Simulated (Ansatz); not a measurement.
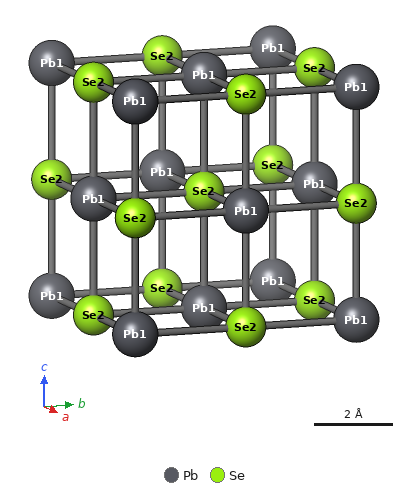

Figure 1. The input geometry of the first run (ball-and-stick view of the cell 4 times as large as that of the calculation, set on its symmetry axes, seen slightly off an axis; atoms are numbered from 1 in the order of the input).

## Two runs on PbSe

System: PbSe (Fm-3m, 2 atoms in the cell).
Method of the first run: Kohn-Sham DFT of a periodic cell, revPBE with D3(BJ), all-electron LAPW, scalar-relativistic, no spin polarisation (Ansatz 0.2.0).

The structure derives from an entry of the Crystallography Open Database. Text and figures count atoms from 1; the logs count them from 0 in places.

## Input, the first run
```yaml
crystal:
  lattice:
    - [0.0, 3.06065, 3.06065]
    - [3.06065, 0.0, 3.06065]
    - [3.06065, 3.06065, 0.0]
  atoms:
    - { symbol: Pb, position: [0.0, 0.0, 0.0] }
    - { symbol: Se, position: [0.5, 0.5, 0.5] }
kpoints:
  mp_grid: { grid: [8, 8, 8] }
scf:
  occupations: { method: fermi_dirac, width: 0.05 }
hamiltonian:
  xc: revpbe
  dispersion: d3bj
  pseudopotentials: { kind: all_electron, lapw: { basis_error: 0.001 } }
output:
  forces: true
  stress: true
relax:
  f_tol: 0.005
  max_steps: 60
  cell: {}
```

Command:
```bash
ansatz run input.yaml --threads 1 --pin off --max-ram 3072MiB --backend cpu --events-out ev --progress --plain --runs-dir out
```

Hardware: 1 thread of AMD EPYC (Zen 5), 16 GiB of memory available, shared host.

## Output, shortened to warnings, some set-up lines, iterations and results (the first run)
```
Basis set: ecut = 203.5193114621961 eV, 339 PW (Γ), exchange–correlation at level 2
Symmetry: 48 space group operations
k-points: 29 of 512
Initial density: superposition of atomic densities (chi_scale 0.1, normalization cell, long waves kept (reshape's long-wave potential 0.00 eV rms))
[...]
SCF iter   1: F=—  HF=-634210.188650 eV  |F-HF|=—  |Δ(HF+E_count)|=         —  Δρ=2.56e-2  dr2=9.17e-1  ethr=1.53e-3  ⟨swp⟩=2.0  Hψ=6415  notcnv=0
SCF iter   2: F=—  HF=-634209.927995 eV  |F-HF|=—  |Δ(HF+E_count)|=   2.61e-1  Δρ=5.65e-3  dr2=1.91e-2  ethr=3.17e-5  ⟨swp⟩=2.0  Hψ=5439  notcnv=0
SCF iter   3: F=—  HF=-634209.899036 eV  |F-HF|=—  |Δ(HF+E_count)|=   2.90e-2  Δρ=3.42e-3  dr2=1.15e-2  ethr=3.17e-5  ⟨swp⟩=2.9  Hψ=3319  notcnv=0
SCF iter   4: F=—  HF=-634209.902456 eV  |F-HF|=—  |Δ(HF+E_count)|=   3.42e-3  Δρ=9.83e-4  dr2=7.66e-4  ethr=1.92e-5  ⟨swp⟩=2.0  Hψ=3136  notcnv=0
SCF iter   5: F=—  HF=-634209.902984 eV  |F-HF|=—  |Δ(HF+E_count)|=   5.29e-4  Δρ=1.44e-4  dr2=1.38e-5  ethr=1.28e-6  ⟨swp⟩=2.8  Hψ=3186  notcnv=0
[... 14 lines ...]
relax step   3: F+E_penalty+E_count = -634209.90321657 eV  Δ(F+E_penalty+E_count) = -3.910e-5 eV  max|allowed force component| = 6.081e-31 eV/Å  Δτ_max = 0.0000 Å  P = -0.001 …
SCF iter   1: F=—  HF=-634209.903217 eV  |F-HF|=—  |Δ(HF+E_count)|=         —  Δρ=6.94e-6  dr2=5.49e-8  ethr=9.23e-11  ⟨swp⟩=6.8  Hψ=5601  notcnv=0
SCF iter   2: F=-634209.903217 eV  HF=-634209.903217 eV  |F-HF|=0.00e0  |Δ(HF+E_count)|=   5.16e-7  Δρ=3.10e-6  dr2=9.25e-9  ethr=9.15e-11  ⟨swp⟩=2.0  Hψ=3101  notcnv=0
SCF 4 converged in 2 iterations: F = -634209.903217 eV  dr2 = 9.25e-9
relax step   4: F+E_penalty+E_count = -634209.90321657 eV  Δ(F+E_penalty+E_count) = -2.095e-9 eV  max|allowed force component| = 5.588e-31 eV/Å  Δτ_max = 0.0000 Å  P = -0.001 …
basis re-selected at this cell: Δ(F+E_penalty+E_count) = -2.095e-9 eV, ΔP = -0.000 GPa vs the last step (what re-selecting the basis moved, after the strain that the cell walked since its last selection, with what the two solves' SCF thresholds leave and, on support functions, any second-order …
SCF converged after 2 iterations
Free energy (F): -634209.903217 eV
Harris-Foulkes:  -634209.903217 eV  (|F-HF|=0.00e0)
Internal energy: -634209.902976 eV  (E = F + TS)
E sigma→0 (E₀):  -634209.903096 eV
Entropy (-TS):   -0.000240 eV (-0.120 meV/atom)
Fermi energy:    12.115478 eV
--- Per-component energies (eV) ---
  E_band       = -3845.015824
  E_kinetic    = 722695.291055
  E_xc         = -12992.039213
  E_electrostatic = -1343911.778796  (all electrons and nuclei)
  E_disp       = -1.376021  (pairwise vdW)
  E_smearing   = -0.000240  (= −TS)
  E_closure    = 0.000000  (closes the sum)
  E_atoms      = -634200.990595  (free atoms, spherical and without spin; not in F)
  Σ components = -634209.903217   (vs F -634209.903217, Δ=0.00e0)
  Basis errors (estimates in eV, not in F): energy 3.8e-4 per atom: plane waves 3.6e-4 (2.0e-4 summed), levels above the bands 7.3e-58, relativity 2.8e-8, radial functions 2.0e-5, core shells 4.3e-8; eigenvalues (radial functions only) 2.4e-6; not estimated: angular momenta, meshes, grids; target …
--- Forces (eV/Å), atoms counted from 1 ---
  atom   1  Pb     0.00000000    -0.00000000     0.00000000
  atom   2  Se    -0.00000000     0.00000000    -0.00000000
  max |Σ_I F_I| component: 5.92e-31 eV/Å
--- Stress (GPa, compression-positive) ---
       -0.001121      -0.000000      -0.000000
       -0.000000      -0.001121      -0.000000
       -0.000000      -0.000000      -0.001121
  P = ⅓ Tr σ = -0.0011 GPa (-0.011 kbar)
--- Relaxed structure (3 steps of the walk, 3 accepted, 1 SCFs on fresh bases) ---
  F+E_penalty+E_count = -634209.90321657 eV   max|allowed force component| = 5.588e-31 eV/Å   (the final SCF, on the basis selected at the relaxed cell)
  cell:  # Å, volume = 57.0737 Å³
    - [-3.057223219737354e-34, 3.0558726843462294, 3.0558726843462294]
    - [3.0558726843462294, -1.1464587074015075e-34, 3.0558726843462294]
    - [3.0558726843462294, 3.0558726843462294, -6.369215041119487e-35]
  atoms:
[...]
```

The second run used a changed input.

## The two runs side by side

```tsv
quantity	the first run	the second run
outcome	converged	converged
free energy per atom (eV)	−317104.9516	−317104.2907
pressure (GPa)	0.00	0.01
volume per atom (Å³)	28.54	30.86
largest force (eV/Å)	0.000	0.000
SCF iterations	16	24
irreducible k-points	29	29
wall time (shared host)	6.8 s	9.3 s
```

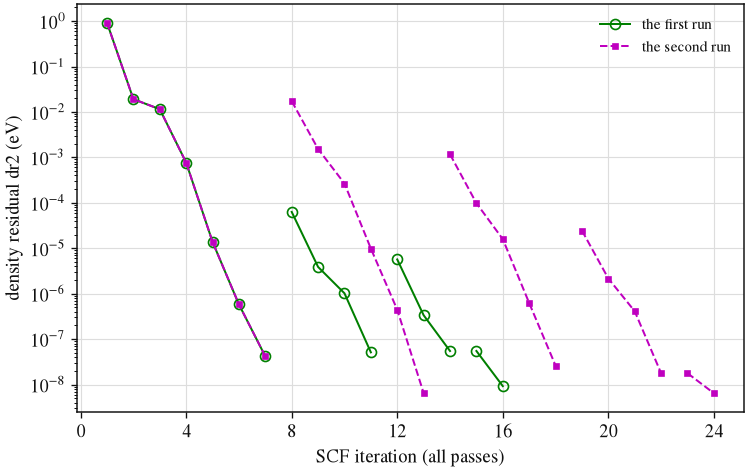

Figure 2. Convergence of the two runs: density residual dr2 against the SCF iteration. A break in a curve parts two SCF passes. The first run takes 16 iterations in all, and the second run takes 24.

Which change of the input explains these differences?

The change (lines with − go, lines with + come):
```diff
-  dispersion: d3bj
-  f_tol: 0.005
+  f_tol: 0.02
```

The total energies belong to different models, so their difference says nothing on which is more stable or more accurate. The volume per atom goes from 28.54 to 30.86 Å³. The SCF takes 24 iterations over all geometry steps against 16.

## Output, shortened to warnings, some set-up lines, iterations and results (the second run)
```
Basis set: ecut = 203.5193114621961 eV, 339 PW (Γ), exchange–correlation at level 2
Symmetry: 48 space group operations
k-points: 29 of 512
Initial density: superposition of atomic densities (chi_scale 0.1, normalization cell, long waves kept (reshape's long-wave potential 0.00 eV rms))
[...]
SCF iter   1: F=—  HF=-634208.819296 eV  |F-HF|=—  |Δ(HF+E_count)|=         —  Δρ=2.56e-2  dr2=9.17e-1  ethr=1.53e-3  ⟨swp⟩=2.0  Hψ=6415  notcnv=0
SCF iter   2: F=—  HF=-634208.558641 eV  |F-HF|=—  |Δ(HF+E_count)|=   2.61e-1  Δρ=5.65e-3  dr2=1.91e-2  ethr=3.17e-5  ⟨swp⟩=2.0  Hψ=5439  notcnv=0
SCF iter   3: F=—  HF=-634208.529682 eV  |F-HF|=—  |Δ(HF+E_count)|=   2.90e-2  Δρ=3.42e-3  dr2=1.15e-2  ethr=3.17e-5  ⟨swp⟩=2.9  Hψ=3319  notcnv=0
SCF iter   4: F=—  HF=-634208.533102 eV  |F-HF|=—  |Δ(HF+E_count)|=   3.42e-3  Δρ=9.83e-4  dr2=7.66e-4  ethr=1.92e-5  ⟨swp⟩=2.0  Hψ=3136  notcnv=0
SCF iter   5: F=—  HF=-634208.533630 eV  |F-HF|=—  |Δ(HF+E_count)|=   5.29e-4  Δρ=1.44e-4  dr2=1.38e-5  ethr=1.28e-6  ⟨swp⟩=2.8  Hψ=3186  notcnv=0
[... 24 lines ...]
relax step   4: F+E_penalty+E_count = -634208.58148273 eV  Δ(F+E_penalty+E_count) = -1.094e-4 eV  max|allowed force component| = 8.546e-31 eV/Å  Δτ_max = 0.0000 Å  P = +0.008 …
SCF iter   1: F=—  HF=-634208.581484 eV  |F-HF|=—  |Δ(HF+E_count)|=         —  Δρ=3.91e-6  dr2=1.78e-8  ethr=2.93e-11  ⟨swp⟩=7.6  Hψ=5769  notcnv=0
SCF iter   2: F=-634208.581483 eV  HF=-634208.581483 eV  |F-HF|=6.40e-9  |Δ(HF+E_count)|=   5.12e-7  Δρ=2.24e-6  dr2=6.45e-9  ethr=2.93e-11  ⟨swp⟩=3.0  Hψ=3219  notcnv=0
SCF 5 converged in 2 iterations: F = -634208.581483 eV  dr2 = 6.45e-9
relax step   5: F+E_penalty+E_count = -634208.58148314 eV  Δ(F+E_penalty+E_count) = -4.177e-7 eV  max|allowed force component| = 4.273e-31 eV/Å  Δτ_max = 0.0000 Å  P = +0.008 …
basis re-selected at this cell: Δ(F+E_penalty+E_count) = -4.177e-7 eV, ΔP = -0.000 GPa vs the last step (what re-selecting the basis moved, after the strain that the cell walked since its last selection, with what the two solves' SCF thresholds leave and, on support functions, any second-order …
SCF converged after 2 iterations
Free energy (F): -634208.581483 eV
Harris-Foulkes:  -634208.581483 eV  (|F-HF|=6.40e-9)
Internal energy: -634208.581449 eV  (E = F + TS)
E sigma→0 (E₀):  -634208.581466 eV
Entropy (-TS):   -0.000035 eV (-0.017 meV/atom)
Fermi energy:    10.742715 eV
--- Per-component energies (eV) ---
  E_band       = -3919.493443
  E_kinetic    = 722691.103686
  E_xc         = -12991.053117
  E_electrostatic = -1343908.632018  (all electrons and nuclei)
  E_smearing   = -0.000035  (= −TS)
  E_closure    = 0.000000  (closes the sum)
  E_atoms      = -634200.990595  (free atoms, spherical and without spin; not in F)
  Σ components = -634208.581483   (vs F -634208.581483, Δ=0.00e0)
  Basis errors (estimates in eV, not in F): energy 3.4e-4 per atom: plane waves 3.2e-4 (1.8e-4 summed), levels above the bands 9.3e-59, relativity 3.7e-8, radial functions 2.0e-5, core shells 1.8e-8; eigenvalues (radial functions only) 2.1e-6; not estimated: angular momenta, meshes, grids; target …
--- Forces (eV/Å), atoms counted from 1 ---
  atom   1  Pb     0.00000000    -0.00000000     0.00000000
  atom   2  Se    -0.00000000    -0.00000000    -0.00000000
  max |Σ_I F_I| component: 3.94e-31 eV/Å
--- Stress (GPa, compression-positive) ---
        0.008025      -0.000000       0.000000
       -0.000000       0.008025       0.000000
        0.000000       0.000000       0.008025
  P = ⅓ Tr σ = 0.0080 GPa (0.080 kbar)
--- Relaxed structure (4 steps of the walk, 4 accepted, 1 SCFs on fresh bases) ---
  F+E_penalty+E_count = -634208.58148314 eV   max|allowed force component| = 4.273e-31 eV/Å   (the final SCF, on the basis selected at the relaxed cell)
  cell:  # Å, volume = 61.7270 Å³
    - [5.095372032895593e-35, 3.136763543107527, 3.136763543107527]
    - [3.136763543107527, 1.2738430082239067e-35, 3.136763543107527]
    - [3.136763543107527, 3.136763543107527, -1.1464587074015077e-34]
  atoms:
    - { symbol: Pb, position: [-1.310948344569913e-35, 1.4420431790268737e-35, 1.442043179026963e-35] }
[...]
```

For both runs: Spin–orbit coupling is left out, which matters for Pb.
